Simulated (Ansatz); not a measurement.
Geometry relaxation of GaAs (part 3 of 3)

GaAs (slab, 16 atoms in the cell); DFT PBE+D3(BJ), scalar-relativistic, plane waves, PAW, no spin polarisation (Ansatz 0.2.0); cutoff 420 eV, 2×2×1 k-mesh, Gaussian smearing of 0.05 eV. The structure derives from an entry of the Crystallography Open Database. The input holds or restrains some coordinates. Forces given for the steps count only the free coordinates. It belongs to a series of runs on one base structure; here: clean slab, lower planes held.

Geometry of the input (Å; fractional positions):
```
8.0267  0.0000  0.0000
-4.0134  6.9513  0.0000
0.0000  0.0000  20.0961
As 0.5000  0.0000  0.3981
As 0.5000  0.5000  0.3981
As 0.0000  0.0000  0.3981
As 0.0000  0.5000  0.3981
Ga 0.1667  0.8333  0.4389
Ga 0.1667  0.3333  0.4389
Ga 0.6667  0.8333  0.4389
Ga 0.6667  0.3333  0.4389
As 0.6667  0.8333  0.5611
As 0.6667  0.3333  0.5611
As 0.1667  0.8333  0.5611
As 0.1667  0.3333  0.5611
Ga 0.3333  0.6667  0.6019
Ga 0.3333  0.1667  0.6019
Ga 0.8333  0.6667  0.6019
Ga 0.8333  0.1667  0.6019
```

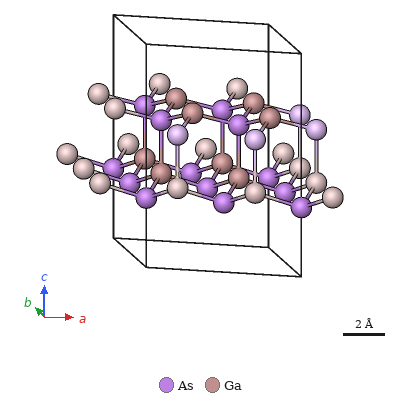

**Figure 1.** The geometry at step 3 of the log (ball-and-stick view of the cell of the calculation, with the vacuum cut short, seen slightly off an axis; neighbours outside the cell are drawn fainter).

What the program printed, continued
```
--- Forces (eV/Å), atoms counted from 1 ---
  atom   1  As     0.00000000     0.00000000     0.24825651
  atom   2  As     0.00000000     0.00000000     0.24825651
  atom   3  As     0.00000000     0.00000000     0.24825651
  atom   4  As     0.00000000     0.00000000     0.24825651
  atom   5  Ga     0.00000000     0.00000000    -0.22543017
  atom   6  Ga     0.00000000     0.00000000    -0.22543017
  atom   7  Ga     0.00000000     0.00000000    -0.22543017
  atom   8  Ga     0.00000000     0.00000000    -0.22543017
  atom   9  As    -0.00000000    -0.00000000    -0.00479620
  atom  10  As    -0.00000000    -0.00000000    -0.00479620
  atom  11  As    -0.00000000    -0.00000000    -0.00479620
  atom  12  As    -0.00000000    -0.00000000    -0.00479620
  atom  13  Ga     0.00000000     0.00000000    -0.01801504
  atom  14  Ga     0.00000000     0.00000000    -0.01801504
  atom  15  Ga     0.00000000     0.00000000    -0.01801504
  atom  16  Ga     0.00000000     0.00000000    -0.01801504
  max |Σ_I F_I| component: 6.03e-5 eV/Å
--- Band table (eV) ---
  k-point 0: bands = ["-36.2067", "-36.2067", "-36.2067", "-36.2063", "-36.2063", "-36.2051", "-36.2051", "-36.2051", "-36.2015", "-36.2007", "-36.2007", "-36.2007", "-36.1933", "-36.1933", "-36.1933", "-36.1929", "-36.1929", "-36.1928", "-36.1928", "-36.1928", "-34.8730", "-34.8730", "-34.8730", "-34.8729", "-34.8729", "-34.8716", "-34.8716", "-34.8716", "-34.8534", "-34.8534", "-34.8534", "-34.8530", "-34.8530", "-34.8530", "-34.8530", "-34.8530", "-34.8507", "-34.8499", "-34.8499", "-34.8499", "-16.0560", "-16.0430", "-16.0430", "-16.0430", "-15.9689", "-15.9689", "-15.9689", "-15.9512", "-15.9512", "-15.9444", "-15.9444", "-15.9444", "-15.9055", "-15.9055", "-15.9055", "-15.8922", "-15.8922", "-15.8601", "-15.8601", "-15.8601", "-14.8018", "-14.7872", "-14.7872", "-14.7872", "-14.7476", "-14.7476", "-14.7476", "-14.7159", "-14.7159", "-14.7151", "-14.7151", "-14.7151", "-14.6633", "-14.6633", "-14.6633", "-14.6495", "-14.6495", "-14.6208", "-14.6208", "-14.6208", "-13.0426", "-11.6062", "-11.6062", "-11.6062", "-11.3592", "-9.9729", "-9.9729", "-9.9729", "-7.6512", "-7.6512", "-7.6512", "-6.2857", "-6.2857", "-6.2857", "-5.3406", "-3.3274", "-3.3274", "-3.3274", "-2.9922", "-2.9922", "-2.9922", "-2.4180", "-1.8913", "-1.8913", "-1.5807", "-1.5807", "-1.5807", "-1.3571", "-1.3571", "-1.3571", "-0.2111", "-0.2076", "-0.2076", "0.3665", "0.3665", "0.3665", "0.8857", "0.8857", "0.8857", "0.9500", "1.8208", "1.9087", "1.9087", "1.9087", "2.8885", "2.8885", "2.8885", "3.2941", "3.3427", "3.3427", "4.4108", "4.5891", "4.5891", "4.9057", "5.0148"]
  k-point 1: bands = ["-36.2065", "-36.2065", "-36.2063", "-36.2063", "-36.2057", "-36.2057", "-36.2055", "-36.2055", "-36.2011", "-36.2011", "-36.2007", "-36.2007", "-36.1932", "-36.1932", "-36.1931", "-36.1931", "-36.1929", "-36.1929", "-36.1929", "-36.1929", "-34.8729", "-34.8729", "-34.8726", "-34.8726", "-34.8722", "-34.8722", "-34.8719", "-34.8719", "-34.8533", "-34.8533", "-34.8532", "-34.8532", "-34.8531", "-34.8531", "-34.8530", "-34.8530", "-34.8503", "-34.8503", "-34.8500", "-34.8500", "-16.0439", "-16.0439", "-16.0350", "-16.0350", "-15.9714", "-15.9714", "-15.9649", "-15.9649", "-15.9471", "-15.9471", "-15.9465", "-15.9465", "-15.9032", "-15.9032", "-15.8991", "-15.8991", "-15.8777", "-15.8777", "-15.8655", "-15.8655", "-14.7905", "-14.7905", "-14.7817", "-14.7817", "-14.7485", "-14.7485", "-14.7355", "-14.7355", "-14.7187", "-14.7187", "-14.7150", "-14.7150", "-14.6582", "-14.6582", "-14.6569", "-14.6569", "-14.6358", "-14.6358", "-14.6272", "-14.6272", "-12.4807", "-12.4807", "-11.6440", "-11.6440", "-10.8017", "-10.8017", "-9.9942", "-9.9942", "-7.3147", "-7.3147", "-5.9567", "-5.9567", "-5.8527", "-5.8527", "-4.7777", "-4.7777", "-4.4340", "-4.4340", "-3.1968", "-3.1968", "-2.9088", "-2.9088", "-2.8338", "-2.8338", "-2.7327", "-2.7327", "-1.3403", "-1.3403", "-1.0073", "-1.0073", "-0.7320", "-0.7320", "0.2366", "0.2366", "0.6844", "0.6844", "1.3725", "1.3725", "2.6478", "2.6478", "2.6593", "2.6593", "3.5825", "3.5825", "3.5892", "3.5892", "4.0741", "4.0741", "4.1272", "4.1272", "4.6192", "4.6192", "4.6558", "4.6558", "4.8485"]
--- Relaxed structure (5 steps of the walk, 5 accepted, 0 SCFs on fresh bases) ---
  F+E_penalty+E_count = -69115.80792614 eV   max|allowed force component| = 1.802e-2 eV/Å
  atoms:
    - { symbol: As, position: [0.5000000000000001, -4.047688110558697e-17, 0.39808690730000007] }
    - { symbol: As, position: [0.5000000000000001, 0.5, 0.39808690730000007] }
    - { symbol: As, position: [2.891205793186973e-17, -4.0476881105586976e-17, 0.39808690730000007] }
    - { symbol: As, position: [1.1102230246251565e-16, 0.49999999999999994, 0.39808690730000007] }
    - { symbol: Ga, position: [0.16666666666666674, 0.8333333333333336, 0.43885214440000003] }
    - { symbol: Ga, position: [0.16666666666666669, 0.3333333333333333, 0.43885214440000003] }
    - { symbol: Ga, position: [0.6666666666666667, 0.8333333333333335, 0.43885214440000003] }
    - { symbol: Ga, position: [0.6666666666666669, 0.3333333333333333, 0.43885214440000003] }
    - { symbol: As, position: [0.6666666666666667, 0.8333333333333335, 0.5732993103706744] }
    - { symbol: As, position: [0.6666666666666669, 0.3333333333333333, 0.5732993103706744] }
    - { symbol: As, position: [0.16666666666666674, 0.8333333333333336, 0.5732993103706744] }
    - { symbol: As, position: [0.16666666666666669, 0.3333333333333333, 0.5732993103706744] }
    - { symbol: Ga, position: [0.3333333333333335, 0.6666666666666666, 0.601593393806926] }
    - { symbol: Ga, position: [0.33333333333333354, 0.16666666666666666, 0.601593393806926] }
    - { symbol: Ga, position: [0.8333333333333333, 0.6666666666666667, 0.601593393806926] }
    - { symbol: Ga, position: [0.8333333333333334, 0.16666666666666666, 0.601593393806926] }
```

Trajectory as extended XYZ (Å, eV, eV/Å), 5 frames, from step=1 to step=5
```
16
Lattice="8.0267 0.0000 0.0000 -4.0134 6.9513 0.0000 0.0000 0.0000 20.0961" Properties=species:S:1:pos:R:3:forces:R:3 step=1 energy=-69115.36083
As    4.0134    0.0000    8.0000    0.0000   0.0000   0.2291
As    2.0067    3.4757    8.0000    0.0000   0.0000   0.2291
As    0.0000    0.0000    8.0000    0.0000   0.0000   0.2291
As   -2.0067    3.4757    8.0000    0.0000   0.0000   0.2291
Ga   -2.0067    5.7928    8.8192    0.0000   0.0000  -0.9836
Ga    0.0000    2.3171    8.8192    0.0000   0.0000  -0.9836
Ga    2.0067    5.7928    8.8192    0.0000   0.0000  -0.9836
Ga    4.0134    2.3171    8.8192    0.0000   0.0000  -0.9836
As    2.0067    5.7928   11.2769    0.0000   0.0000   1.2299
As    4.0134    2.3171   11.2769    0.0000   0.0000   1.2299
As   -2.0067    5.7928   11.2769    0.0000   0.0000   1.2299
As    0.0000    2.3171   11.2769    0.0000   0.0000   1.2299
Ga    0.0000    4.6342   12.0961    0.0000   0.0000  -0.4758
Ga    2.0067    1.1586   12.0961    0.0000   0.0000  -0.4758
Ga    4.0134    4.6342   12.0961    0.0000   0.0000  -0.4758
Ga    6.0200    1.1586   12.0961    0.0000   0.0000  -0.4758
16
Lattice="8.0267 0.0000 0.0000 -4.0134 6.9513 0.0000 0.0000 0.0000 20.0961" Properties=species:S:1:pos:R:3:forces:R:3 step=2 energy=-69115.70516
As    4.0134    0.0000    8.0000    0.0000   0.0000   0.3771
As    2.0067    3.4757    8.0000    0.0000   0.0000   0.3771
As    0.0000    0.0000    8.0000    0.0000   0.0000   0.3771
As   -2.0067    3.4757    8.0000    0.0000   0.0000   0.3771
Ga   -2.0067    5.7928    8.8192    0.0000   0.0000  -0.6870
Ga    0.0000    2.3171    8.8192    0.0000   0.0000  -0.6870
Ga    2.0067    5.7928    8.8192    0.0000   0.0000  -0.6870
Ga    4.0134    2.3171    8.8192    0.0000   0.0000  -0.6870
As    2.0067    5.7928   11.3813    0.0000   0.0000   0.4114
As    4.0134    2.3171   11.3813    0.0000   0.0000   0.4114
As   -2.0067    5.7928   11.3813    0.0000   0.0000   0.4114
As    0.0000    2.3171   11.3813    0.0000   0.0000   0.4114
Ga    0.0000    4.6342   12.0869    0.0000   0.0000  -0.1014
Ga    2.0067    1.1586   12.0869    0.0000   0.0000  -0.1014
Ga    4.0134    4.6342   12.0869    0.0000   0.0000  -0.1014
Ga    6.0200    1.1586   12.0869    0.0000   0.0000  -0.1014
16
Lattice="8.0267 0.0000 0.0000 -4.0134 6.9513 0.0000 0.0000 0.0000 20.0961" Properties=species:S:1:pos:R:3:forces:R:3 step=3 energy=-69115.77776
As    4.0134    0.0000    8.0000    0.0000   0.0000   0.4414
As    2.0067    3.4757    8.0000    0.0000   0.0000   0.4414
As    0.0000    0.0000    8.0000    0.0000   0.0000   0.4414
As   -2.0067    3.4757    8.0000    0.0000   0.0000   0.4414
Ga   -2.0067    5.7928    8.8192    0.0000   0.0000  -0.4784
Ga    0.0000    2.3171    8.8192    0.0000   0.0000  -0.4784
Ga    2.0067    5.7928    8.8192    0.0000   0.0000  -0.4784
Ga    4.0134    2.3171    8.8192    0.0000   0.0000  -0.4784
As    2.0067    5.7928   11.4745    0.0000   0.0000   0.1597
As    4.0134    2.3171   11.4745    0.0000   0.0000   0.1597
As   -2.0067    5.7928   11.4745    0.0000   0.0000   0.1597
As    0.0000    2.3171   11.4745    0.0000   0.0000   0.1597
Ga    0.0000    4.6342   12.1480    0.0000   0.0000  -0.1231
Ga    2.0067    1.1586   12.1480    0.0000   0.0000  -0.1231
Ga    4.0134    4.6342   12.1480    0.0000   0.0000  -0.1231
Ga    6.0200    1.1586   12.1480    0.0000   0.0000  -0.1231
16
Lattice="8.0267 0.0000 0.0000 -4.0134 6.9513 0.0000 0.0000 0.0000 20.0961" Properties=species:S:1:pos:R:3:forces:R:3 step=4 energy=-69115.80042
As    4.0134    0.0000    8.0000    0.0000   0.0000   0.3455
As    2.0067    3.4757    8.0000    0.0000   0.0000   0.3455
As    0.0000    0.0000    8.0000    0.0000   0.0000   0.3455
As   -2.0067    3.4757    8.0000    0.0000   0.0000   0.3455
Ga   -2.0067    5.7928    8.8192    0.0000   0.0000  -0.3178
Ga    0.0000    2.3171    8.8192    0.0000   0.0000  -0.3178
Ga    2.0067    5.7928    8.8192    0.0000   0.0000  -0.3178
Ga    4.0134    2.3171    8.8192    0.0000   0.0000  -0.3178
As    2.0067    5.7928   11.5143    0.0000   0.0000   0.0411
As    4.0134    2.3171   11.5143    0.0000   0.0000   0.0411
As   -2.0067    5.7928   11.5143    0.0000   0.0000   0.0411
As    0.0000    2.3171   11.5143    0.0000   0.0000   0.0411
Ga    0.0000    4.6342   12.1307    0.0000   0.0000  -0.0688
Ga    2.0067    1.1586   12.1307    0.0000   0.0000  -0.0688
Ga    4.0134    4.6342   12.1307    0.0000   0.0000  -0.0688
Ga    6.0200    1.1586   12.1307    0.0000   0.0000  -0.0688
16
Lattice="8.0267 0.0000 0.0000 -4.0134 6.9513 0.0000 0.0000 0.0000 20.0961" Properties=species:S:1:pos:R:3:forces:R:3 step=5 energy=-69115.80793
As    4.0134    0.0000    8.0000    0.0000   0.0000   0.2483
As    2.0067    3.4757    8.0000    0.0000   0.0000   0.2483
As    0.0000    0.0000    8.0000    0.0000   0.0000   0.2483
As   -2.0067    3.4757    8.0000    0.0000   0.0000   0.2483
Ga   -2.0067    5.7928    8.8192    0.0000   0.0000  -0.2254
Ga    0.0000    2.3171    8.8192    0.0000   0.0000  -0.2254
Ga    2.0067    5.7928    8.8192    0.0000   0.0000  -0.2254
Ga    4.0134    2.3171    8.8192    0.0000   0.0000  -0.2254
As    2.0067    5.7928   11.5211    0.0000   0.0000  -0.0048
As    4.0134    2.3171   11.5211    0.0000   0.0000  -0.0048
As   -2.0067    5.7928   11.5211    0.0000   0.0000  -0.0048
As    0.0000    2.3171   11.5211    0.0000   0.0000  -0.0048
Ga    0.0000    4.6342   12.0897    0.0000   0.0000  -0.0180
Ga    2.0067    1.1586   12.0897    0.0000   0.0000  -0.0180
Ga    4.0134    4.6342   12.0897    0.0000   0.0000  -0.0180
Ga    6.0200    1.1586   12.0897    0.0000   0.0000  -0.0180
```

Results in brief

```csv
quantity,value
outcome,converged under the restraints of the input
electrons treated,224
free energy,−69115.8079 eV
"work function, top face",3.26 eV
"work function, bottom face",5.37 eV
Fermi energy,−0.194 eV
gap on the k-point mesh,none (metallic)
final volume,1121.29 Å³
work function (upper face),3.26 eV
"largest force (length of the vector) at the end, held atoms and coordinates included",0.248 eV/Å
hardware,"4 threads of Intel Xeon (Sapphire Rapids), 32 GiB of memory available, shared host"
wall time,26 s (CPU time 95 s)
peak memory,1.9 GiB
```

Notes

Warnings of the run: the exchange-correlation potential is rough where the density is thin.
